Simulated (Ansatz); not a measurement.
## Electronic structure of Ni₈HO (slab) in real space

Input file:

```
crystal:
  lattice:
    - [4.9188979732, 0.0, 0.0]
    - [-1.2297244933, 2.1299453017, 0.0]
    - [0.0, 0.0, 25.9043950656]
  atoms:
    - { symbol: Ni, position: [0.3333333333, 0.3333333333, 0.3281296467], spin: 0.77 }
    - { symbol: Ni, position: [0.8333333333, 0.3333333333, 0.3281296467], spin: 0.77 }
    - { symbol: Ni, position: [0.6666666667, 0.6666666667, 0.4056505339], spin: 0.77 }
    - { symbol: Ni, position: [0.1666666667, 0.6666666667, 0.4056505339], spin: 0.77 }
    - { symbol: Ni, position: [0.0, 0.0, 0.4831714211], spin: 0.77 }
    - { symbol: Ni, position: [0.5, 0.0, 0.4831714211], spin: 0.77 }
    - { symbol: Ni, position: [0.3333333333, 0.3333333333, 0.5606923083], spin: 0.77 }
    - { symbol: Ni, position: [0.8333333333, 0.3333333333, 0.5606923083], spin: 0.77 }
    - { symbol: O, position: [0.3333333333, 0.8333333333, 0.6170534006], spin: 1.0 }
    - { symbol: H, position: [0.2930669178, 0.6461418201, 0.6510244699] }
basis:
  ecutwfc: 420
kpoints:
  mp_grid: { grid: [7, 13, 1] }
hamiltonian:
  xc: pbe
  dispersion: d3bj
scf:
  occupations: { method: gaussian, width: 0.1 }
output:
  forces: true
  eigenvalues: true
  populations: true
  write_density: true
  write_potential: true
  elf: true
  volumetric_format: npy
magnetization:
  spin_polarized: true
relax:
  adjacent_minimum: "off"
  f_tol: 0.03
  max_steps: 70
  constraints: [{ sites: [0, 1, 2, 3] }]
efield:
  axis: 3
  dipole_correction: true
```

Launched as:

```sh
ansatz run input.yaml --threads 8 --pin off --max-ram 22528MiB --backend cpu --events-out ev --progress --plain --runs-dir out
```

The fields are those of the run's last geometry, not of the input's.

The SCF solution may not be the lowest one; spin-polarised.

All numbers below come from DFT PBE+D3(BJ), scalar-relativistic, plane waves, PAW (Ansatz 0.2.0).

Core electrons are frozen (PAW), and the valence fields are smoothed inside the atomic spheres.

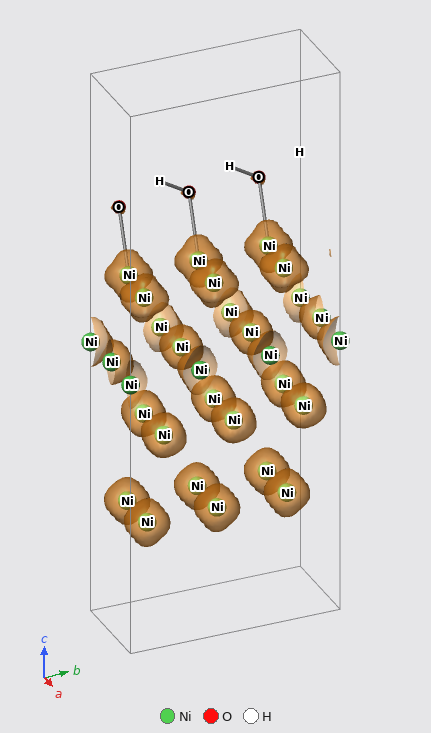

Figure 1. Isosurface of the magnetisation density (up minus down) at +0.2 e/Å³ (orange), seen slightly off an axis. Sticks mark near contacts.

Describe the spin distribution.

Answer. The spin density sits on Ni: +0.7 μB (×8) in one cell of 10 atoms: parallel main moments (a ferromagnetic arrangement) in this solution. The cell of the calculation (10 atoms) carries 5.6 μB of net spin moment.

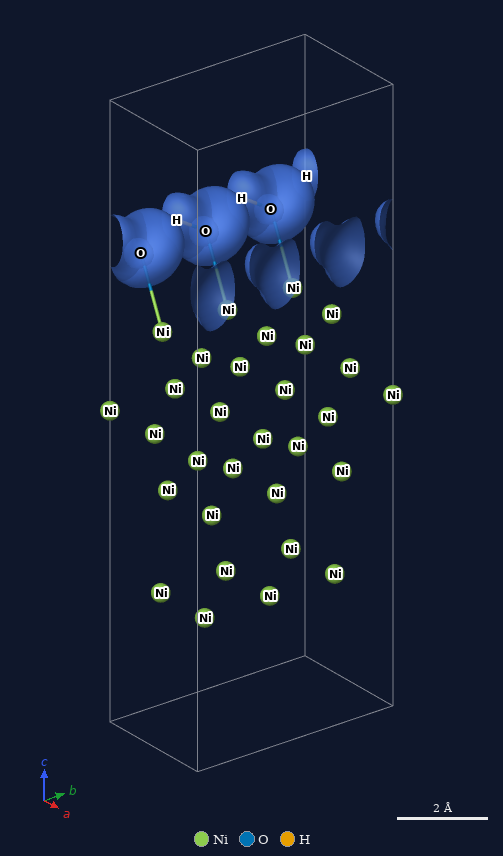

Figure 2. Isosurface of the electron localisation function at 0.65 (blue), seen slightly off an axis. Only the valence region is drawn (cores and ρ < 0.01 e/Å³ removed). Sticks mark near contacts.

Identify the bonds, lone pairs and shells in this picture.

Answer. The surface consists of one joined region spread over several atoms (H, O), in which their bonds and any lone pairs are merged, counted in one cell of 10 atoms. Counts are for one cell; the picture repeats the cell along the surface. Profiles from the grid: O–H (1.00 Å): the ELF climbs to about 0.95 towards the hydrogen, as it does in any bond to H: a covalent bond by its length. Ni–O (1.96 Å): the ELF peaks at about 0.85 in the valence shell of O, 0.6 Å from its nucleus, and is about 0.20 at the midpoint; no localised pair shows between them.
